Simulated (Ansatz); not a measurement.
# FeSi: single-point calculation

FeSi (P-6m2, 2 atoms in the cell), computed with DFT, PBE, plane waves, PAW (Ansatz 0.2.0).

The structure was made by a generator, so it may or may not be a known phase. The run did not end well. Figures and captions count atoms from 1; the log counts them from 0 in places.

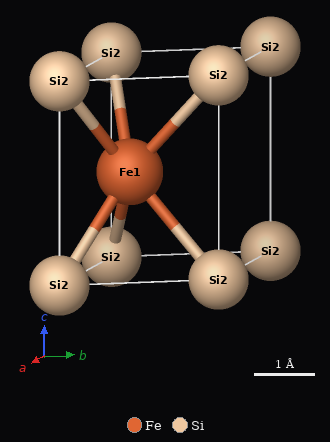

Figure 1. The structure as given in the input (ball-and-stick view of the cell of the calculation, seen slightly off an axis; atoms are numbered from 1 in the order of the input). An atom can appear more than once, as a periodic image. Near neighbours in the periodic cell (some may lie outside the picture): Fe has 6 Si at 2.36 Å; Si has 6 Fe at 2.36 Å.

### Outcome

```csv
quantity,value
outcome,stopped at the time limit
space group (tolerance 0.01 Å),P-6m2 (187)
hardware,"1 thread of Arm Neoverse V1, 24 GiB of memory available, shared host"
wall time,4.3 min
peak memory,2 GiB
```

Settings chosen away from the usual ones: hamiltonian.pseudopotentials set to {"kind": "paw", "source": "jth"}; basis.ecutwfc removed. The run was cut off by its time limit, so the output is incomplete.

### The input
```yaml
crystal:
  lattice:
    - [2.735912885, 0.0, 0.0]
    - [-1.3679564425, 2.3693700609, 0.0]
    - [0.0, 0.0, 3.5049815577]
  atoms:
    - { symbol: Fe, position: [0.6666666667, 0.3333333333, 0.5], spin: 0.88 }
    - { symbol: Si, position: [0.0, 0.0, 0.0] }
kpoints:
  mp_grid: { grid: [24, 24, 16] }
hamiltonian:
  xc: pbe
  pseudopotentials: { kind: paw, source: jth }
scf:
  occupations: { method: gaussian, width: 0.1 }
output:
  forces: true
  eigenvalues: true
  stress: true
magnetization:
  spin_polarized: true
```

Launch command:
```bash
ansatz run input.yaml --threads 1 --pin off --max-ram 2560MiB --backend cpu --events-out ev --progress --plain --runs-dir out
```

### What the program printed
```
Warning: [file] the checks of this Fe dataset prove no rule for summing its radial tables, as where they were carried onto another mesh than they were made on, and Gregory's rule is taken, under which a leading mesh point left out moves its sums only by what lay on the interval it spanned. That does not make them correct, and they differ from Quantum ESPRESSO's on this file; a re-export a fraction of a mesh step off can move them. hamiltonian.pseudopotentials.radial_quadrature: simpson_from_first_knot sums it by `pw.x`'s rule; on a PAW file no value gives `pw.x`'s numbers. What more to know: hamiltonian.pseudopotentials.radial_quadrature, in the input reference
Warning: [file] the checks of this Si dataset prove no rule for summing its radial tables, as where they were carried onto another mesh than they were made on, and Gregory's rule is taken, under which a leading mesh point left out moves its sums only by what lay on the interval it spanned. That does not make them correct, and they differ from Quantum ESPRESSO's on this file; a re-export a fraction of a mesh step off can move them. hamiltonian.pseudopotentials.radial_quadrature: simpson_from_first_knot sums it by `pw.x`'s rule; on a PAW file no value gives `pw.x`'s numbers. What more to know: hamiltonian.pseudopotentials.radial_quadrature, in the input reference
Engine: ansatz 0.2.0, aarch64-unknown-linux-gnu
Pseudopotentials: kind: paw
Pseudopotential: Fe, paw, valence charge 16, recommended cutoff 1320 eV (normal), Fe.paw.azcp
Pseudopotential: Si, paw, valence charge 4, recommended cutoff 390 eV (normal), Si.paw.azcp
Functional definition: PBE
  parameter kappa = 0.804
  parameter beta = 0.06672455060314922
  exchange = pbe_x(kappa = kappa, mu = beta*pi^2/3)
  correlation = pbe_c(beta = beta)
Crystal: 2 atoms, lattice volume = 22.721 Å³
Basis set: ecut = 1320 eV, 2439 PW (Γ), exchange–correlation on 80×80×108 points (8 copies of the dense FFT grid, shifted against one another)
Bands: 15, of which v1, the nominal top of the filled ones, is band 10 counted from 1 (9 counted from 0)
Symmetry: 12 space group operations
Space group: P-6m2 (ITA 187), of the structure as read, at distance tolerance 2.8e-5 Å
Magnetic group: BNS 187.209 (UNI 1439), of the structure as read, at distance tolerance 2.8e-5 Å
k-points: 549 of 9216 (time reversal used)
Non-local potential: Fe, projectors of the file, l = 0: 2, l = 1: 2, l = 2: 2
Non-local potential: Si, projectors of the file, l = 0: 2, l = 1: 2
PAW form: soft (Blöchl's): semilocal exchange-correlation on the pseudo side does not see the compensation charge
PAW one-centre angular grid: Fe, 590 points (default); XC on 64 Gauss nodes
PAW one-centre angular grid: Si, 110 points (default); XC on 97 of its mesh's 825 points in the sphere
Initial density: superposition of atomic densities (chi_scale 0.1, normalization cell)
Starting moments: Σ|m| = 0.88 μB on 1 of 2 sites
Initial wavefunctions: pseudopotential atomic-orbital guess
Functional: x = pbe(κ = 0.804, μ = 0.2195149727645171), c = pbe(β = 0.06672455060314922)
SCF iter   1: F=—  HF=-5117.401175 eV  |F-HF|=—  |Δ(HF+E_count)|=         —  Δρ=9.89e-2 (↑9.89e-2 ↓4.84e-2)  dr2=4.24e0  dr2_m=1.98e-1  M=0.298 μB ∫|m|=0.339 μB  β_m=0.30  ethr=3.10e-3  ⟨swp⟩=8.6  Hψ=129104  notcnv=0
Mixer restart at iter 1: flushing history
preconditioner: auto → none  [metal: Δε(μ)=0.002 eV  Ē_g=9.060 eV  σ=0.100 eV  W_gap=0.01  n_scr=8 (ndim 8)  ℏωp=27.0 eV  f_vac=0.004  D(μ)=1.67/eV (n_scr^D=22)  sad-step TF]
SCF iter   2: F=—  HF=-5116.561041 eV  |F-HF|=—  |Δ(HF+E_count)|=   8.40e-1  Δρ=3.13e-2 (↑3.13e-2 ↓2.24e-2)  dr2=4.64e-1  dr2_m=2.60e-2  M=0.449 μB ∫|m|=0.500 μB  β_m=0.34  ethr=3.10e-3  ⟨swp⟩=2.2  Hψ=41020  notcnv=0  defer=593
SCF iter   3: F=—  HF=-5116.446839 eV  |F-HF|=—  |Δ(HF+E_count)|=   1.14e-1  Δρ=1.36e-2 (↑1.06e-2 ↓1.36e-2)  dr2=7.34e-2  dr2_m=5.61e-3  M=0.536 μB ∫|m|=0.600 μB  β_m=0.61  ethr=2.32e-3  ⟨swp⟩=2.0  Hψ=29203  notcnv=0  defer=599
SCF iter   4: F=—  HF=-5116.428181 eV  |F-HF|=—  |Δ(HF+E_count)|=   1.87e-2  Δρ=1.03e-2 (↑1.03e-2 ↓3.81e-3)  dr2=1.29e-2  dr2_m=9.66e-3  M=0.638 μB ∫|m|=0.727 μB  β_m=0.80  ethr=3.67e-4  ⟨swp⟩=2.9  Hψ=30549  notcnv=0  defer=604
SCF iter   5: F=—  HF=-5116.430808 eV  |F-HF|=—  |Δ(HF+E_count)|=   2.63e-3  Δρ=3.91e-3 (↑2.31e-3 ↓3.91e-3)  dr2=1.24e-3  dr2_m=1.98e-3  M=0.682 μB ∫|m|=0.784 μB  β_m=0.69  ethr=6.47e-5  ⟨swp⟩=2.5  Hψ=32473  notcnv=0  defer=603
SCF iter   6: F=—  HF=-5116.430640 eV  |F-HF|=—  |Δ(HF+E_count)|=   1.69e-4  Δρ=2.20e-3 (↑1.59e-3 ↓2.20e-3)  dr2=1.08e-4  dr2_m=7.41e-4  M=0.707 μB ∫|m|=0.816 μB  β_m=0.84  ethr=6.21e-6  ⟨swp⟩=2.2  Hψ=27488  notcnv=0  defer=597
SCF iter   7: F=—  HF=-5116.430725 eV  |F-HF|=—  |Δ(HF+E_count)|=   8.53e-5  Δρ=1.14e-3 (↑1.14e-3 ↓2.98e-4)  dr2=4.20e-4  dr2_m=8.17e-5  M=0.736 μB ∫|m|=0.854 μB  β_m=0.85  ethr=5.38e-7  ⟨swp⟩=3.6  Hψ=35564  notcnv=0  defer=593
SCF iter   8: F=—  HF=-5116.430802 eV  |F-HF|=—  |Δ(HF+E_count)|=   7.67e-5  Δρ=1.22e-4 (↑8.49e-5 ↓1.22e-4)  dr2=1.18e-5  dr2_m=1.95e-7  M=0.730 μB ∫|m|=0.846 μB  β_m=0.88  ethr=5.38e-7  ⟨swp⟩=2.2  Hψ=26462  notcnv=0  defer=587
SCF iter   9: F=—  HF=-5116.430807 eV  |F-HF|=—  |Δ(HF+E_count)|=   5.24e-6  Δρ=8.35e-6 (↑8.35e-6 ↓7.51e-6)  dr2=6.22e-9  dr2_m=1.02e-8  M=0.731 μB ∫|m|=0.847 μB  β_m=0.94  ethr=5.91e-8  ⟨swp⟩=3.4  Hψ=30439  notcnv=0  defer=583
SCF iter  10: F=—  HF=-5116.430807 eV  |F-HF|=—  |Δ(HF+E_count)|=   1.50e-7  Δρ=5.55e-6 (↑5.55e-6 ↓4.31e-6)  dr2=1.74e-9  dr2_m=4.73e-9  M=0.731 μB ∫|m|=0.847 μB  β_m=0.83  ethr=3.11e-11  ⟨swp⟩=5.0  Hψ=51631  notcnv=0  defer=583
```

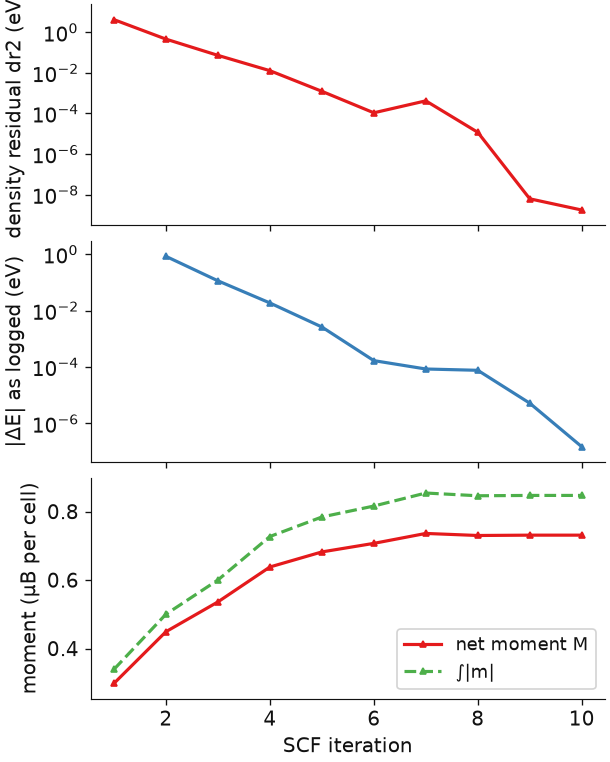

Figure 2. Convergence of the self-consistent field: density residual dr2, size of the energy change and magnetic moment against the SCF iteration. The run ended after 10 iterations. The net moment goes from 0.3 to 0.7 μB per cell.
